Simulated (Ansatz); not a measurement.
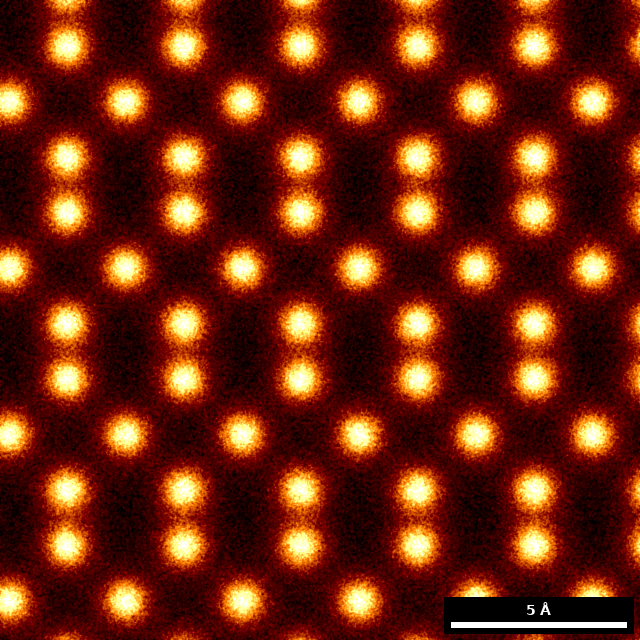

An image along [100] of one of the structures below (computed or model cells, partly hypothetical, each in its standard cell). Simulated as the projected potential of neutral atoms (B = 0.5 Å²) blurred by a 0.62 Å probe, the thin-sample limit of integrated differential phase contrast. The display is stretched by a gamma of 0.8; percentages refer to the linear signal. Shot noise was added.

A. Pb
Space group Pm-3n (No. 223). a = 6.471 Å, b = 6.471 Å, c = 6.471 Å, α = 90.00°, β = 90.00°, γ = 90.00°
| atom | site | symmetry | x | y | z |
| --- | --- | --- | --- | --- | --- |
| Pb | 2a | m-3. | 0.0000 | 0.0000 | 0.0000 |
| Pb | 6c | -4m.2 | 0.2500 | 0.0000 | 0.5000 |

B. Pb
Space group P6/mmm (No. 191). a = 5.501 Å, b = 5.501 Å, c = 3.342 Å, α = 90.00°, β = 90.00°, γ = 120.00°
```
atom  site  symmetry       x       y       z
  Pb    1a     6/mmm  0.0000  0.0000  0.0000
  Pb    2d      -6m2  0.3333  0.6667  0.5000
```

C. Pb
Space group P6_3/mmc (No. 194). a = 3.589 Å, b = 3.589 Å, c = 5.884 Å, α = 90.00°, β = 90.00°, γ = 120.00°
```tsv
atom	site	symmetry	x	y	z
Pb	2c	-6m2	0.3333	0.6667	0.2500
```

D. Pb
Space group Fd-3m:1 (No. 227). a = 7.170 Å, b = 7.170 Å, c = 7.170 Å, α = 90.00°, β = 90.00°, γ = 90.00°
```json
{"atom": "Pb", "site": "8b", "symmetry": "-43m", "x": "0.2500", "y": "0.2500", "z": "0.7500"}
```

Q: Which structure was imaged?

B, Pb. Along [100] the projected cells are A 6.47 × 6.47 Å, 90°; B 3.34 × 4.76 Å, 90°; C 3.11 × 5.88 Å, 90°; D 2.53 × 2.53 Å, 90°. The image repeats as B does.

Structure B: the end point of a relaxation with DFT, LDA (PW92), plane waves (420 eV) with PAW, scalar-relativistic (Ansatz); the starting structure was generated, so it need not be a known form of this composition.
